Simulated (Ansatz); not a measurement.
```
CELL_PARAMETERS angstrom
2.92342 0.00000 0.00000
-1.46171 2.53176 0.00000
0.00000 0.00000 4.75722
ATOMIC_POSITIONS crystal
Ti 0.66667 0.33333 0.26476
Ti 0.33333 0.66667 0.73524
O 0.00000 0.00000 0.00000
```

Space group P-3m1; changed on purpose from its base cell (biaxial strain in the a-b plane, c and atoms relaxed: -1.0 %); computed pressure about 2 GPa in this cell; computed without spin polarisation.

The calculation used DFT PBEsol, scalar-relativistic, plane waves, PAW in Ansatz 0.2.0.

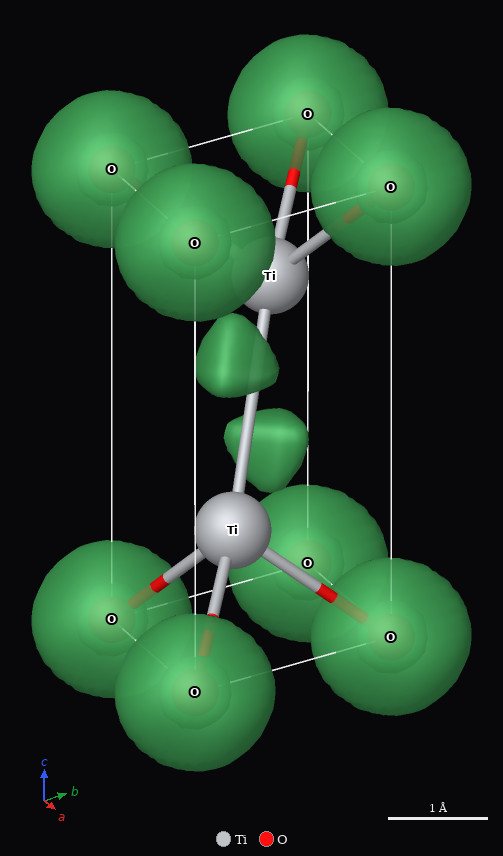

Ti₂O. Isosurface of the ELF at 0.7 (green), seen slightly off an axis. Core shells and regions of very low density are left out. Sticks mark near contacts.

Core electrons are frozen (PAW), and the valence fields are smoothed inside the atomic spheres.

Q: Describe the localisation domains.

A: The ELF exceeds this value in one region wrapped around O (its valence shell) and two pockets between the atoms, centred on no nucleus (multi-centre or interstitial), counted in one cell of 3 atoms. Any copies at cell faces, edges or corners count once. Profiles from the grid: Ti–O (2.11 Å): the ELF peaks at about 0.80 in the valence shell of O, 0.6 Å from its nucleus, and is about 0.10 at the midpoint: no shared electron pair shows on this line. Ti–Ti (2.80 Å): the ELF is about 0.25 at the midpoint; no shared electron pair shows on this line.

Q: Does the calculation give a band gap?

A: It is gapless in this calculation (a metal or semimetal); semilocal functionals without U, or without the true magnetic order, often close the gap of such compounds.
